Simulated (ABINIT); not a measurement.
# ZnS: phonon calculation (part 3 of 3)

The same run, continued: ZnS (F-43m, 2 atoms in the cell); Kohn-Sham DFT of a periodic cell, LDA, HGH LDA, no spin polarisation (ABINIT 10.8.3); cutoff 761.92 eV, 4×4×4 k-mesh, fixed occupations. The structure derives from an entry of the Crystallography Open Database.

Geometry of the input (Å; fractional positions):
```
0.0000  2.5013  2.5013
2.5013  0.0000  2.5013
2.5013  2.5013  0.0000
Zn 0.7500  0.7500  0.7500
S  0.0000  0.0000  0.0000
```

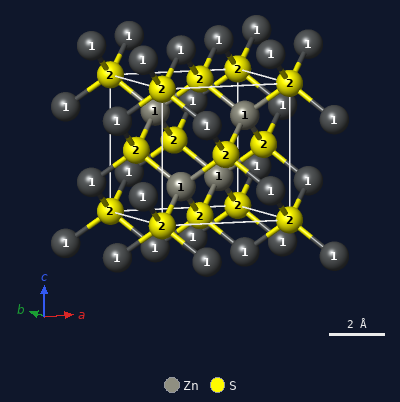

Figure 1. The structure (ball-and-stick view of the cell 4 times as large as that of the calculation, set on its symmetry axes, seen slightly off an axis; neighbours outside the cell are drawn fainter; atoms are numbered from 1 in the order of the input).

The program's output, continued:
```
 Effective charge tensors after
 imposition of the charge neutrality (if requested by user),
 and eventual restriction to some part :
   atom    displacement
         1         1    1.763830E+00    2.519670E-16    2.329991E-16
         1         2    6.461685E-17    1.763830E+00   -2.474465E-16
         1         3   -7.155574E-17   -2.519670E-16    1.763830E+00
         2         1   -1.763830E+00   -2.519670E-16   -2.329991E-16
         2         2   -6.461685E-17   -1.763830E+00    2.474465E-16
         2         3    7.155574E-17    2.519670E-16   -1.763830E+00
 Now, the imaginary part of the dynamical matrix is zeroed

  Dynamical matrix, in cartesian coordinates,
   if specified in the inputs, asr has been imposed
     j1       j2             matrix element
  dir pert dir pert     real part    imaginary part

   1    1   1    1         0.0996493803         0.0000000000
   1    1   1    2        -0.0996493803         0.0000000000

   2    1   2    1         0.0996493803         0.0000000000
   2    1   2    2        -0.0996493803         0.0000000000

   3    1   3    1         0.0996493803         0.0000000000
   3    1   3    2        -0.0996493803         0.0000000000

   1    2   1    1        -0.0996494227         0.0000000000
   1    2   1    2         0.0996494227         0.0000000000

   2    2   2    1        -0.0996494227         0.0000000000
   2    2   2    2         0.0996494227         0.0000000000

   3    2   3    1        -0.0996494227         0.0000000000
   3    2   3    2         0.0996494227         0.0000000000

  Dielectric tensor, in cartesian coordinates,
     j1       j2             matrix element
  dir pert dir pert     real part    imaginary part

   1    4   1    4         5.3153901835        -0.0000000000

   2    4   2    4         5.3153901835        -0.0000000000

   3    4   3    4         5.3153901835        -0.0000000000

  Effective charges, in cartesian coordinates,
  (from electric field response)
   if specified in the inputs, charge neutrality has been imposed
     j1       j2             matrix element
  dir pert dir pert     real part    imaginary part

   1    1   1    4         1.7638304889         0.0000000000
   1    2   1    4        -1.7638304889         0.0000000000

   2    1   2    4         1.7638304889         0.0000000000
   2    2   2    4        -1.7638304889         0.0000000000

   3    1   3    4         1.7638304889         0.0000000000
   3    2   3    4        -1.7638304889         0.0000000000

  Effective charges, in cartesian coordinates,
  (from phonon response)
   if specified in the inputs, charge neutrality has been imposed
     j1       j2             matrix element
  dir pert dir pert     real part    imaginary part

   1    4   1    1         1.7638304694         0.0000000000

   2    4   2    1         1.7638304694         0.0000000000

   3    4   3    1         1.7638304694         0.0000000000

   1    4   1    2        -1.7638304694         0.0000000000

   2    4   2    2        -1.7638304694         0.0000000000

   3    4   3    2        -1.7638304694         0.0000000000

  Phonon wavevector (reduced coordinates) :  0.00000  0.00000  0.00000
 Phonon energies in Hartree :
   0.000000E+00  0.000000E+00  0.000000E+00  1.593982E-03  1.593982E-03
   1.593982E-03
 Phonon frequencies in cm-1    :
   0.000000E+00  0.000000E+00  0.000000E+00  3.498387E+02  3.498387E+02
   3.498387E+02

  Phonon at Gamma, with non-analyticity in the
  direction (cartesian coordinates)  1.00000  0.00000  0.00000
 Phonon energies in Hartree :
   0.000000E+00  0.000000E+00  0.000000E+00  1.593982E-03  1.593982E-03
   1.851677E-03
 Phonon frequencies in cm-1    :
   0.000000E+00  0.000000E+00  0.000000E+00  3.498387E+02  3.498387E+02
   4.063962E+02

  Phonon at Gamma, with non-analyticity in the
  direction (cartesian coordinates)  0.00000  1.00000  0.00000
 Phonon energies in Hartree :
   0.000000E+00  0.000000E+00  0.000000E+00  1.593982E-03  1.593982E-03
   1.851677E-03
 Phonon frequencies in cm-1    :
   0.000000E+00  0.000000E+00  0.000000E+00  3.498387E+02  3.498387E+02
   4.063962E+02

  Phonon at Gamma, with non-analyticity in the
  direction (cartesian coordinates)  0.00000  0.00000  1.00000
 Phonon energies in Hartree :
   0.000000E+00  0.000000E+00  0.000000E+00  1.593982E-03  1.593982E-03
   1.851677E-03
 Phonon frequencies in cm-1    :
   0.000000E+00  0.000000E+00  0.000000E+00  3.498387E+02  3.498387E+02
   4.063962E+02

== END DATASET(S) ==============================================================
================================================================================

 -outvars: echo values of variables after computation  --------
            acell      1.0000000000E+00  1.0000000000E+00  1.0000000000E+00 Bohr
           etotal1    -1.1462325586E+01
           etotal2    -1.0460414644E+01
           etotal3    -9.6121087709E+01
            fcart1    -0.0000000000E+00 -0.0000000000E+00 -0.0000000000E+00
                      -0.0000000000E+00 -0.0000000000E+00 -0.0000000000E+00
            fcart3     0.0000000000E+00  0.0000000000E+00  0.0000000000E+00
                       0.0000000000E+00  0.0000000000E+00  0.0000000000E+00
            rprim      0.0000000000E+00  4.7266938909E+00  4.7266938909E+00
                       4.7266938909E+00  0.0000000000E+00  4.7266938909E+00
                       4.7266938909E+00  4.7266938909E+00  0.0000000000E+00
           strten1     3.1252624578E-07  3.1252624578E-07  3.1252624578E-07
                       0.0000000000E+00  0.0000000000E+00  0.0000000000E+00
           strten3     0.0000000000E+00  0.0000000000E+00  0.0000000000E+00
                       0.0000000000E+00  0.0000000000E+00  0.0000000000E+00
           xangst      3.7518880324E+00  3.7518880324E+00  3.7518880324E+00
                       0.0000000000E+00  0.0000000000E+00  0.0000000000E+00
             xred      7.5000000000E-01  7.5000000000E-01  7.5000000000E-01
                       0.0000000000E+00  0.0000000000E+00  0.0000000000E+00
 Calculation completed.
```
